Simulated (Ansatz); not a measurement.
Consider this structure.

```
CELL_PARAMETERS angstrom
2.51501 -0.00001 0.00000
1.25751 2.13535 0.00000
0.00000 0.00000 26.00154
ATOMIC_POSITIONS crystal
C 0.16528 0.16631 0.50000
C 0.49930 0.49827 0.50000
```

Summarise the structure in words.

The element is carbon. The cell holds two atoms. Around each C lie three C in a trigonal planar arrangement at 1.43 to 1.44 Å. The bonds build C layers parallel to (001).

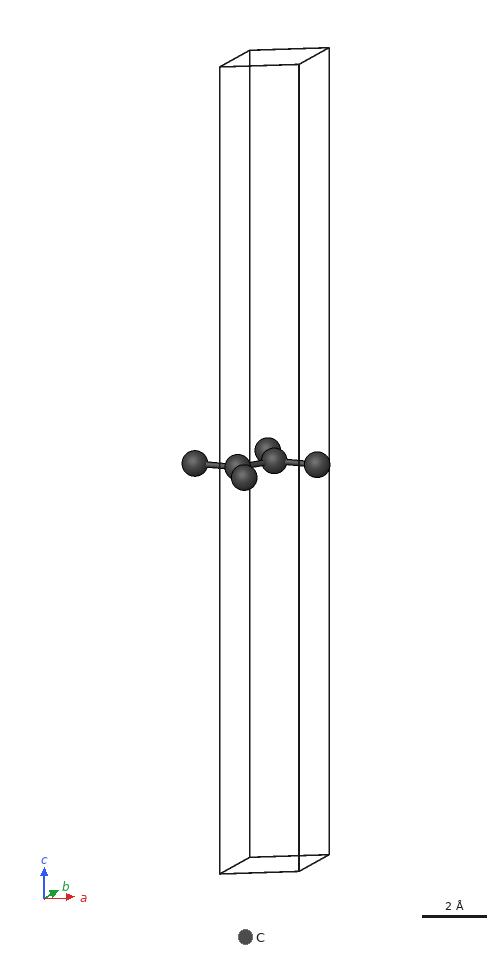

Ball-and-stick drawing of the structure, looking slightly off an axis. The edges of the simulation cell are marked. Neighbours across the faces are drawn wherever a bond reaches them.

The structure was taken from a structure listed in the Materials Project, from which a slab or single sheet was cut. The cell was then strained or its atoms displaced on purpose. The atoms were relaxed in a fixed cell with DFT PBE+D3(BJ), scalar-relativistic, plane waves, PAW (Ansatz 0.2.0).
